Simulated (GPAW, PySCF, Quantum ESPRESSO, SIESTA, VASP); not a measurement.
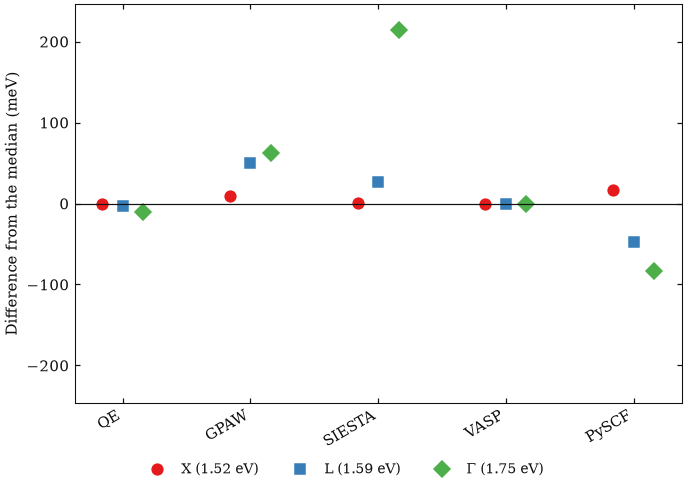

Lowest conduction level at each named k point, counted from the valence-band top at Γ, for zincblende GaP, space group F-43m (No. 216), 2 atoms in the primitive cell; cubic a = 5.451 Å. Five programs ran PBEsol (no spin polarisation, no spin-orbit coupling) on the same cell and 8×8×8 k mesh. The plot shows each result less the median of the plane-wave runs, which the legend gives.

Question: How well do the programs agree?

Answer: The plane-wave programs (GPAW, VASP and Quantum ESPRESSO) agree within 72 meV at these points; their potentials differ as well, also in the shells treated as valence. PySCF departs by up to −83 meV (at Γ) and SIESTA departs by up to +214 meV (at Γ).

| program | kind | valence electrons | X (eV) | L (eV) | Γ (eV) |
| --- | --- | --- | --- | --- | --- |
| Quantum ESPRESSO | plane waves | 24 | 1.518 | 1.583 | 1.741 |
| GPAW | plane waves | 8 | 1.527 | 1.636 | 1.813 |
| SIESTA | local basis | 18 | 1.519 | 1.613 | 1.965 |
| VASP | plane waves | 18 | 1.517 | 1.586 | 1.751 |
| PySCF | local basis | 18 | 1.535 | 1.538 | 1.668 |

Settings. GBRV 1.5 PBEsol, 762 eV cutoff, Fermi-Dirac smearing of 0.05 eV (Quantum ESPRESSO). PAW data sets generated in the run's folder for this functional, 600 eV cutoff, Fermi-Dirac smearing of 0.05 eV (GPAW 26.7.0). PseudoDojo 0.4 standard (PBEsol files), Fermi-Dirac smearing of 0.05 eV (SIESTA). VASP PAW PBE potentials, release 64 (Ga_d, P), 520 eV cutoff, Fermi-Dirac smearing of 0.05 eV (VASP). DZVP-MOLOPT-SR/GTH-PBE (potentials made for PBE), 8×8×8 k mesh in the self-consistent step, Fermi-Dirac smearing of 0.05 eV (PySCF 2.14.0).

Measured GaP has its conduction bottom near X; the order of its valleys hangs on the functional and the volume. LDA, GGA and most meta-GGA functionals understate gaps. PySCF and SIESTA: the basis of atomic orbitals isn't converged, which shifts gaps and empty levels. GPAW: the potentials hold the d shell of Ga in the core, which widens gaps. VASP: the PAW data sets were made with another functional. PySCF: the potentials were made for another functional.
